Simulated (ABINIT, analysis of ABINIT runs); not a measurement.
# Local vibrational mode of the Ga-H pair in Si (PBE) (ABINIT)

How near does this set-up come to the measured local vibrational mode? Subject: Ga-H pair in Si. Set-up: PBE, JTH 2.0 PBE, 32-site cell, PBE lattice, k: the single point 1/4 1/4 1/4, with the key encut. The model is a cell of 32 host atoms with Ga put on another atom's site and H put in between. The frequencies come from force constants among the defect atom and its neighbours, with the masses of the isotopes named.

What was measured. Si-H stretch, 1H: 2171 cm⁻¹, by IR absorption (quoted in “Local vibrational modes of impurities in silicon”, 2008, M.D. McCluskey, quoting earlier work (1987)).

Method: ABINIT plane-wave DFT, PBE, JTH 2.0 PBE potentials; relaxation of all atoms of a defect supercell, in ABINIT 10.8.3.

### Step 1. Starting point

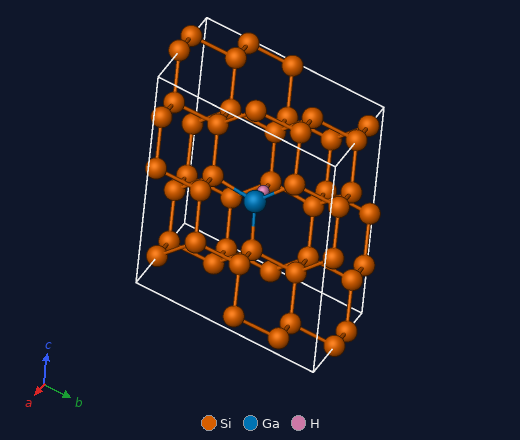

Start, viewed slightly off an axis; silicon orange, gallium blue, hydrogen pink. Some periodic images of atoms are drawn too.

The cell holds 33 atoms: 31 Si, 1 Ga and 1 H. Cell: a = 9.472 Å, b = 9.472 Å, c = 9.472 Å, α = 109.5°, β = 109.5°, γ = 109.5°. It derives from Si (space group Fd-3m). Nearest the centre at fractional (0.441, 0.500, 0.500): H33 at 0.57 Å, Ga11 at 0.99 Å, Si23 at 2.05 Å, Si32 at 2.59 Å, Si26 at 2.61 Å, Si27 at 2.62 Å, Si8 at 3.42 Å, Si7 at 3.43 Å.

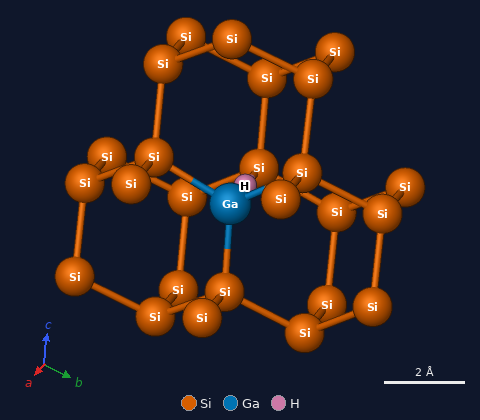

The atoms within 5 Å of the centre.

The host's primitive cell comes from a first run (ABINIT plane-wave DFT, PBE, JTH 2.0 PBE potentials; relaxation of cell and atoms of a defect-free cell): vectors of 3.867, 3.867 and 3.867 Å. That is 20.44 Å³ an atom, 2.1 % over the diffraction cell's volume. The supercell is built on it.

### Step 2. Relaxation, charge 0

Every later number rests on the structure around the defect, so the atoms are relaxed at the host's lattice first.

Input file run.abi:

```
# Ga-H pair in Si
acell 3*1.0 Angstrom
rprim
    -5.468385756    5.468385756    5.468385756
     5.468385756   -5.468385756    5.468385756
     5.468385756    5.468385756   -5.468385756
natom 33
ntypat 3
znucl 14 31 1
typat 1 1 1 1 1 1 1 1 1 1 2 1 1 1 1 1 1 1 1 1 1 1 1 1 1 1 1 1 1 1 1 1 3
xred
     0.001464898   -0.001068201    0.499749964
    -0.001855813    0.247533647    0.248316464
     0.002433178    0.501086943    0.001878342
    -0.002168704    0.749893254    0.749929835
     0.250567812   -0.001766113    0.248887643
     0.250752611    0.248771893    0.001180563
     0.251967222    0.502435376    0.751541072
     0.252318716    0.750417808    0.500291101
     0.499103755   -0.002094599    0.000233356
     0.499129687    0.247479846    0.749169295
     0.546209621    0.500927684    0.498817569
     0.501119364    0.750328644    0.248591622
     0.748069831   -0.002077559    0.747728657
     0.748036586    0.247616177    0.498926870
     0.751957636    0.500351600    0.252016438
     0.751768676    0.751695475    0.002492069
    -0.001455452   -0.001822490    0.247499781
    -0.000440307    0.251750977    0.001372800
     0.001515037    0.502541369    0.751035836
    -0.000589938    0.751860799    0.500733205
     0.250784298   -0.001629959   -0.000925429
     0.248089180    0.249808410    0.750526418
     0.225995972    0.501644828    0.502041190
     0.249191990    0.750546888    0.251707351
     0.500846491    0.000740303    0.748556174
     0.502481158    0.251131045    0.501790638
     0.502255246    0.501649695    0.250392915
     0.498035769    0.749865321    0.000417654
     0.747655270   -0.002060967    0.498228492
     0.751566118    0.252397237    0.250608649
     0.751265723    0.499376700   -0.001195885
     0.747741420    0.748501276    0.747779723
     0.382391334    0.501879211    0.500992339
pseudos "Si.xml, Ga.xml, H.xml"
ecut 23.0
pawecutdg 46.0
kptopt 0
nkpt 1
kpt 0.25 0.25 0.25
nsym 1
chkprim 0
maxnsym 12000
nband 80
occopt 3
tsmear 0.01 eV
nstep 100
diemac 4.0
tolrff 0.02
ionmov 22
ntime 70
tolmxf 1.9e-04
paral_kgb 1
npband 4
npfft 1
np_spkpt 1
bandpp 20
wfoptalg 114
iomode 3
prtwf 0
prteig 0
prtebands 0
prtden 0
encut 400
```

The run is started by

```console
$ OMP_NUM_THREADS=1 mpirun -n 4 abinit run.abi > run.log
```

Log:

```text
[shortened: banners, details of potentials and solvers, and blank lines are left out]
Symmetries : space group P1 (#  1); Bravais aP (primitive triclinic)
     natom =      33  nloc_mem =       2    nspden =       1   nspinor =       1
 PAW method is used; the additional fine FFT grid is defined by:
[... the echo of the input is left out ...]
 chkinp: Checking input parameters for consistency.
message: |
    Found token: `ENCUT` in the input file.
    This name is not one of the registered input variable names (see
    Action: check your input file. Perhaps you mistyped the input variable,
    or specified "img", although this was not permitted for this input variable.
message: |
    Found token: `ENCUT` in the input file.
    This name is not one of the registered input variable names (see
    Action: check your input file. Perhaps you mistyped the input variable,
    or specified "img", although this was not permitted for this input variable.
ERROR:  Found token: `ENCUT` in the input file. This name is not one of the registered input variable names (see  Action: check your input file. Perhaps you mistyped the input variable, or specified "img", although this was not permitted for this input variable.
```

Elapsed: 1.2 s, on 4 MPI ranks of AMD EPYC 7R13 (Zen 3), shared host; peak memory 0.09 GiB.

The program refused the input before any cycle.

The program's message: “ERROR:  Found token: `ENCUT` in the input file. This name is not one of the registered input variable names (see  Action: check your input file. Perhaps you mistyped the input variable, or specified " …”

### Step 3. Outcome

The local vibrational mode was not obtained, because the step “relaxation, charge 0” was refused by the program; the cause lies in the set-up: encut is no key of this program.

[Logs are printed without paths, hosts, clocks, repeated set-up lines and the standing remarks that a program may print on its own settings, such as how far it seeks lower states.]

[Hosts, paths, dates, database ids (printed as entryN), source tags and the programs' standing remarks are cut or masked in the printed files.]

[For some hosts the program warned that the k-mesh of the response run may be too coarse for force constants and the static dielectric constant; such warnings are not shown here.]
